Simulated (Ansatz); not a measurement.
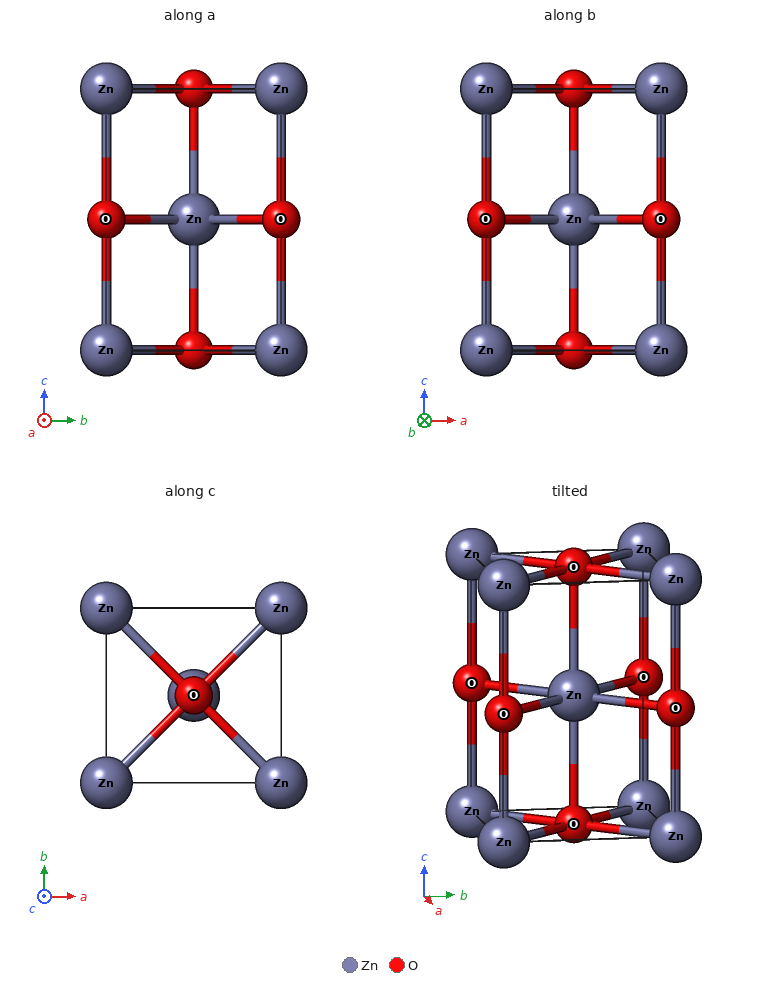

The crystal in a ball-and-stick representation, seen along the a axis, along the b axis, along the c axis and slightly off an axis. Atoms at the boundary of the conventional unit cell (the box) are drawn once for each face, edge or corner they touch.

Lattice parameters: a = 3.0176 Å, b = 3.0176 Å, c = 4.5134 Å, α = 90.000°, β = 90.000°, γ = 90.000°.

From the views, write a CIF with its space group and independent sites.

Answer.
```cif
data_structure
_symmetry_space_group_name_H-M 'I 4/m m m'
_symmetry_Int_Tables_number 139
_cell_length_a 3.0176
_cell_length_b 3.0176
_cell_length_c 4.5134
_cell_angle_alpha 90.000
_cell_angle_beta 90.000
_cell_angle_gamma 90.000
_cell_volume 41.10
loop_
_atom_site_label
_atom_site_type_symbol
_atom_site_symmetry_multiplicity
_atom_site_Wyckoff_symbol
_atom_site_fract_x
_atom_site_fract_y
_atom_site_fract_z
_atom_site_occupancy
Zn1 Zn 2 a 0.0000 0.0000 0.0000 1
O1 O 2 b 0.5000 0.5000 0.0000 1
```

It derives from a structure type filled with these elements by a generator (whether the compound takes this form wasn't checked). The cell was then strained or its atoms displaced on purpose. Ansatz was used for an electronic-structure calculation on it.

At this level of theory the cell isn't at rest (stretched, at -9 GPa), so its distances can differ from those at equilibrium, the more so the softer the solid.
